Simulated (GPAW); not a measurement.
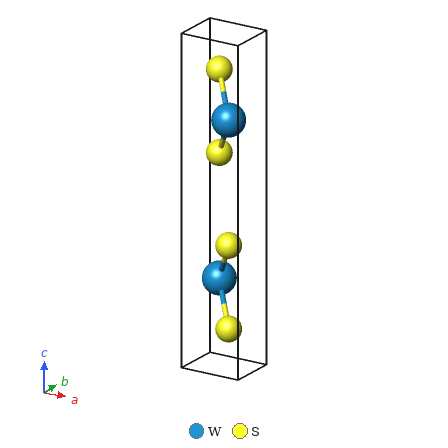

System: WS₂, space group P6_3/mmc (No. 194). The picture shows the conventional cell.

Starting cell:
```xyz
6
Lattice="3.1800 0.0000 0.0000 -1.5900 2.7540 0.0000 0.0000 0.0000 12.5000" Properties=species:S:1:pos:R:3 pbc="T T T"
W     1.5900    0.9180    9.3750
W     0.0000    1.8360    3.1250
S     1.5900    0.9180    4.6875
S     0.0000    1.8360   10.9375
S     1.5900    0.9180    1.5625
S     0.0000    1.8360    7.8125
```

Computed with GPAW 26.7.0: PAW DFT in plane waves, on a grid or in atomic orbitals, no spin polarisation; energies at scaled volumes of the given cell, shape and fractions fixed, counted from the fit's minimum, third-order Birch-Murnaghan fit. Level: PBEsol.

| setting | value |
| --- | --- |
| k mesh | 10×10×3 |
| occupations | Fermi–Dirac |
| smearing width | 0.05 eV |
| potentials | PAW data sets made by gpaw setup for the functional |
| wave cutoff | 600 eV |
| program settings | basis pw |

Describe the result: the energy and pressure against volume. The volume takes the values 17.15, 17.52, 17.88, 18.25, 18.61, 18.97, 19.34 Å³/atom.

A third-order Birch–Murnaghan fit gives V0 = 17.94 Å³/atom, B0 = 167 GPa and B′ = 4.4. The energy is 19.68 meV/atom at volume 17.15 Å³/atom and 49.62 meV/atom at 19.34 Å³/atom; the lowest computed point is at volume 17.88 Å³/atom (0.11 meV/atom), and no other minimum shows. The pressure falls from 8.22 GPa at volume 17.15 Å³/atom to −10.70 GPa at 19.34 Å³/atom, and changes sign near 17.93 Å³/atom.

```
volume (Å³/atom)  energy (meV/atom)  pressure (GPa)
           17.15              19.68            8.22
           17.52               5.50            4.14
           17.88               0.11            0.49
           18.25               2.60           -2.78
           18.61              12.17           -5.72
           18.97              28.06           -8.35
           19.34              49.62          -10.70
```

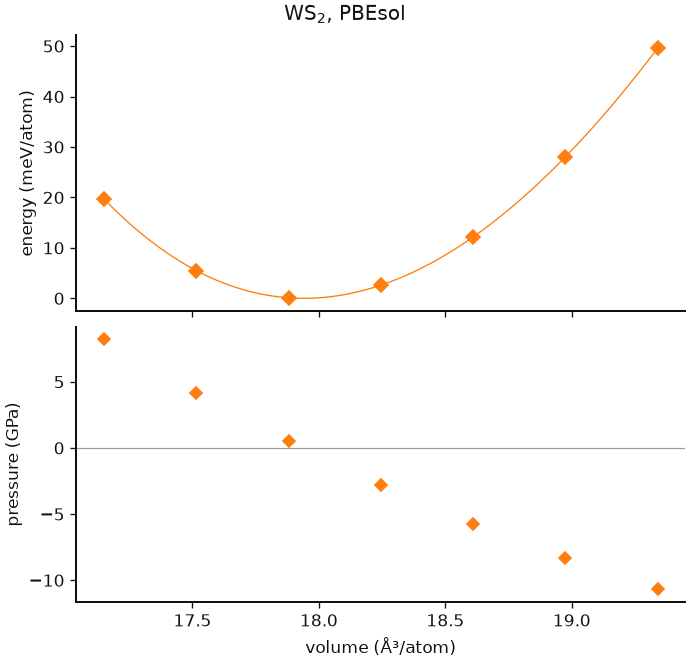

Caveats: shape and atomic fractions are frozen while scaling, which makes layered, chain and framework solids too stiff.
